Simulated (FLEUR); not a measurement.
**A series of single points on BN**

System: BN (F-43m, 2 atoms in the cell).
Method: Kohn-Sham DFT of a periodic cell, RPBE, all-electron, no spin polarisation (FLEUR MaX-R8.1 (later development tree)).

The 5 runs differ only in the geometry, by an even scaling of the cell at fixed fractional positions. The structure derives from a Materials Project entry.

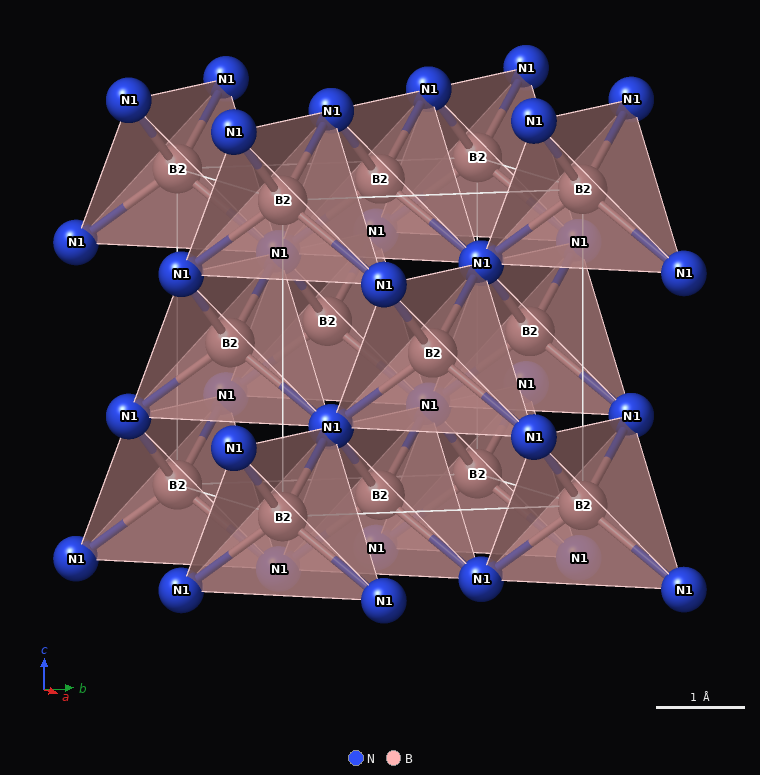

Figure 1. The structure of run 3 (polyhedral view of the cell 4 times as large as that of the calculation, set on its symmetry axes, seen slightly off an axis; polyhedra are completed across the faces of the cell; atoms are numbered from 1 in the order of the input).

### Input of run 3
```
<?xml version="1.0" encoding="UTF-8" standalone="no"?>
<fleurInput fleurInputVersion="0.39">
   <comment>
      BN                                                                                                  
   </comment>
   <calculationSetup>
      <cutoffs Kmax="5.41" Gmax="16.8" GmaxXC="16.8" numbands="0"/>
      <scfLoop itmax="60" minDistance="0.00001" maxIterBroyd="15" imix="Anderson" alpha="0.05" precondParam="0.0" spinf="2.0" sdNocoIR="T"/>
      <coreElectrons ctail="T" frcor="F" kcrel="0" coretail_lmax="0"/>
      <xcFunctional name="Rpbe" relativisticCorrections="F"/>
      <magnetism jspins="1"/>
      <soc l_soc="F" theta="0.0" phi="0.0" spav="F"/>
      <expertModes spex="0" secvar="F"/>
      <geometryOptimization l_f="F" forcealpha="1.0" forcemix="BFGS" epsdisp="0.00001" epsforce="0.00001"/>
      <ldaU l_linMix="F" mixParam="0.05" spinf="1.0"/>
   </calculationSetup>
   <cell>
      <bzIntegration valenceElectrons="8.0" mode="hist" fermiSmearingEnergy="0.00183747">
         <kPointListSelection listName="default-1"/>
         <!-- k-points included here -->
         <xi:include xmlns:xi="http://www.w3.org/2001/XInclude" href="kpts.xml"> </xi:include>
      </bzIntegration>
      <!-- symmetry operations included here -->
      <xi:include xmlns:xi="http://www.w3.org/2001/XInclude" href="sym.xml"> </xi:include>
      <bulkLattice scale="1.0000000000">
         <bravaisMatrix>
            <row-1>    0.0000000000000000     3.4260753536259245     3.4260753536259245</row-1>
            <row-2>    3.4260753536259245     0.0000000000000000     3.4260753536259245</row-2>
            <row-3>    3.4260753536259245     3.4260753536259245     0.0000000000000000</row-3>
         </bravaisMatrix>
      </bulkLattice>
   </cell>
   <atomSpecies>
      <species name="Nitrogen (N)" element="N" atomicNumber="7">
         <mtSphere radius="1.33" gridPoints="453" logIncrement="0.023"/>
         <atomicCutoffs lmax="8" lnonsphr="6"/>
         <electronConfig flipSpins="F">
            <coreConfig>(1s1/2)</coreConfig>
            <valenceConfig>(2s1/2) (2p1/2) (2p3/2)</valenceConfig>
            <stateOccupation state="(2p1/2)" spinUp="0.500000" spinDown="0.500000"/>
            <stateOccupation state="(2p3/2)" spinUp="1.000000" spinDown="1.000000"/>
         </electronConfig>
         <energyParameters s="2" p="2" d="3" f="4"/>
         <lo type="SCLO" l="0" n="2" eDeriv="2"/>
         <lo type="SCLO" l="1" n="2" eDeriv="2"/>
         <lo type="SCLO" l="2" n="3" eDeriv="2"/>
      </species>
      <species name="Boron (B)" element="B" atomicNumber="5">
         <mtSphere radius="1.33" gridPoints="453" logIncrement="0.022"/>
         <atomicCutoffs lmax="8" lnonsphr="6"/>
         <electronConfig flipSpins="F">
            <coreConfig>(1s1/2)</coreConfig>
            <valenceConfig>(2s1/2) (2p1/2) (2p3/2)</valenceConfig>
            <stateOccupation state="(2p1/2)" spinUp="0.166667" spinDown="0.166667"/>
            <stateOccupation state="(2p3/2)" spinUp="0.333333" spinDown="0.333333"/>
         </electronConfig>
         <energyParameters s="2" p="2" d="3" f="4"/>
         <lo type="SCLO" l="0" n="2" eDeriv="2"/>
         <lo type="SCLO" l="1" n="2" eDeriv="2"/>
         <lo type="SCLO" l="2" n="3" eDeriv="2"/>
      </species>
   </atomSpecies>
   <atomGroups>
      <atomGroup species="Nitrogen (N)">
         <relPos label="                   1">1.000/4.000 1.000/4.000 1.000/4.000</relPos>
         <force calculate="T" relaxXYZ="TTT"/>
      </atomGroup>
      <atomGroup species="Boron (B)">
         <relPos label="                   2">.0000000000 .0000000000 .0000000000</relPos>
         <force calculate="T" relaxXYZ="TTT"/>
      </atomGroup>
   </atomGroups>
   <output dos="F" band="F" slice="F">
      <checks vchk="F" cdinf="F"/>
      <bandDOS minEnergy="-.5*Htr" maxEnergy="0.5*Htr" sigma="0.015" storeEVData="T"/>
      <vacuumDOS vacdos="F" integ="F" star="F" nstars="0" locx1="0.0" locy1="0.0" locx2="0.0" locy2="0.0" nstm="0" tworkf="0.0"/>
      <unfoldingBand unfoldBand="F" supercellX="1" supercellY="1" supercellZ="1"/>
      <plotting iplot="0" polar="F">
         <plot TwoD="T" vec1="  1.0  0.0  0.0" vec2="  0.0  1.0  0.0" vec3="  0.0  0.0  1.0" zero="  0.0  0.0  0.0" file="plot"/>
      </plotting>
      <chargeDensitySlicing numkpt="0" minEigenval="0.0" maxEigenval="0.0" nnne="0" pallst="F"/>
      <specialOutput eonly="F"/>
      <moessbauerParams electricFieldGradient="T" isomerShift="T" coreHyperfine="T" valenceHyperfine="T"/>
      <magneticCircularDichroism mcd="F" energyLo="-10.0" energyUp="0.0"/>
   </output>
  <!-- We include the file relax.xml here to enable relaxations (see documentation) -->
  <xi:include xmlns:xi="http://www.w3.org/2001/XInclude" href="relax.xml"> <xi:fallback/> </xi:include>
</fleurInput>
```

Command:
```bash
inpgen -f crystal.txt -profile fastHighL; fleur_MPI
```

Run 2 has the same physical settings and fractional positions; its lattice vectors (Å) are:
```
   0.000000    1.788498    1.788498
   1.788498    0.000000    1.788498
   1.788498    1.788498    0.000000
```

### Results, with one run withheld

```csv
run,volume per atom (Å³),"free energy per atom, from the lowest run given (meV)",gap on the mesh (eV)
1,5.602,40.00,4.79
2,5.721,?,?
3,5.959,0.00,4.73
4,6.198,2.49,4.69
5,6.317,11.02,4.67
```

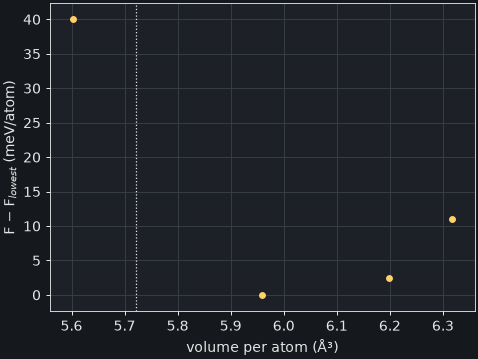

Figure 2. Free energy per atom of the runs given; the dotted line marks run 2.

Fit the runs given and predict run 2.

A quadratic polynomial in V^(−2/3) (the Birch–Murnaghan form), fitted to the 4 runs given, misses them by at most 0.05 meV per atom. With x = V^(−2/3) − 0.30257 Å⁻², it reads F = −1.2127 + 432.15 x + 1.6716e+05 x² (meV per atom). At run 2 it gives 20.02 meV per atom, and the run itself gives 20.05. The fit has its minimum at 6.047 Å³ per atom, where V d²F/dV² gives 357 GPa: the bulk modulus at this level, since symmetry fixes the shape and the positions. The gap on the mesh goes, without turning, from 4.79 eV in run 1 to 4.67 eV in run 5; run 2 has 4.77 eV. These are gaps of this functional on this mesh, which can miss the band edges; they aren't the measured gap.

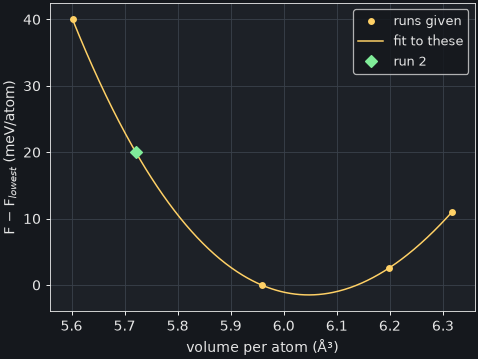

Figure 3. The fit and the withheld run.

### End of the output (run 2)
```
[...]

 Iteration:     7   Distance:       0.18027495 me/bohr^3
Nuclear radius smaller than smallest radial mesh point for atom type 2 -- skipping its core isomer shift
Nuclear radius smaller than smallest radial mesh point for atom type 2 -- skipping its isomer shift

 Iteration:     8   Distance:       0.13976438 me/bohr^3
Nuclear radius smaller than smallest radial mesh point for atom type 2 -- skipping its core isomer shift
Nuclear radius smaller than smallest radial mesh point for atom type 2 -- skipping its isomer shift

 Iteration:     9   Distance:       0.03393005 me/bohr^3
Nuclear radius smaller than smallest radial mesh point for atom type 2 -- skipping its core isomer shift
Nuclear radius smaller than smallest radial mesh point for atom type 2 -- skipping its isomer shift

 Iteration:    10   Distance:       0.00240768 me/bohr^3
Nuclear radius smaller than smallest radial mesh point for atom type 2 -- skipping its core isomer shift
Nuclear radius smaller than smallest radial mesh point for atom type 2 -- skipping its isomer shift

 Iteration:    11   Distance:       0.00155373 me/bohr^3
Nuclear radius smaller than smallest radial mesh point for atom type 2 -- skipping its core isomer shift
Nuclear radius smaller than smallest radial mesh point for atom type 2 -- skipping its isomer shift

 Iteration:    12   Distance:       0.00011705 me/bohr^3
Nuclear radius smaller than smallest radial mesh point for atom type 2 -- skipping its core isomer shift
Nuclear radius smaller than smallest radial mesh point for atom type 2 -- skipping its isomer shift

 Iteration:    13   Distance:       0.00007354 me/bohr^3
Nuclear radius smaller than smallest radial mesh point for atom type 2 -- skipping its core isomer shift
Nuclear radius smaller than smallest radial mesh point for atom type 2 -- skipping its isomer shift

 Iteration:    14   Distance:       0.00000445 me/bohr^3

 ********************************************************************
 Run finished successfully
 Stop message:
   all done
 ********************************************************************
```
